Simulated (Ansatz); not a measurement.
WS₂ (space group R3m, No. 160). Coordinates: a calculation's input that goes back to an entry of the Crystallography Open Database (an earlier step may have relaxed or displaced it).

```
CELL_PARAMETERS angstrom
3.15800 0.00000 0.00000
-1.57900 2.73491 0.00000
0.00000 0.00000 18.48999
ATOMIC_POSITIONS crystal
W 0.00000 0.00000 0.00000
S 0.00000 0.00000 0.24970
S 0.33333 0.66667 0.08567
W 0.66667 0.33333 0.33333
S 0.66667 0.33333 0.58303
S 0.00000 0.00000 0.41900
W 0.33333 0.66667 0.66667
S 0.33333 0.66667 0.91637
S 0.66667 0.33333 0.75233
```

Describe the stacking along c, with columns A (0, 0), B (1/3, 2/3), C (2/3, 1/3) of the hexagonal mesh.

W(A) – S(B) – S(A) – W(C) – S(A) – S(C) – W(B) – S(C) – S(B) (nine layers in 18.49 Å).

S layers alone: BAACCB, a sequence in which some neighbouring layers lie directly above each other.

W: three trigonal-prismatic sites, counted in one hexagonal cell. Three of the six gaps between S layers are empty, 3.03 Å wide.

Polytype symbol 3R, the symbol of a layered MX2 polytype (number of slabs in the repeat and lattice).

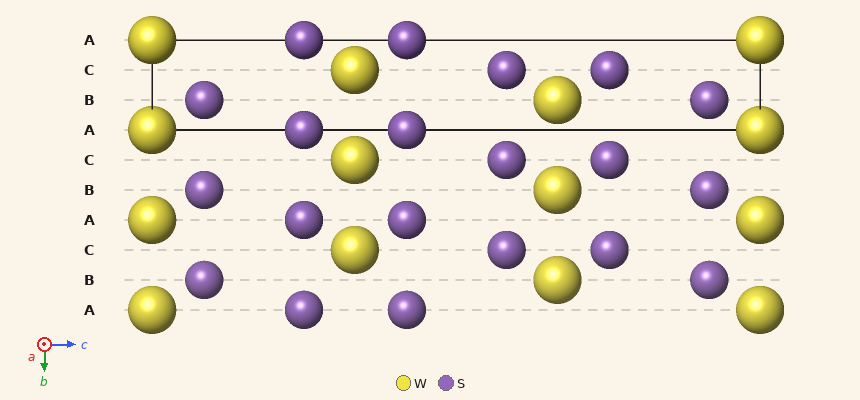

Projection along an edge of the hexagonal mesh, stacking direction c to the right. The dashed lines mark the three columns A (0, 0), B (1/3, 2/3) and C (2/3, 1/3). The sequence starts with the first layer at or above the cell's origin.
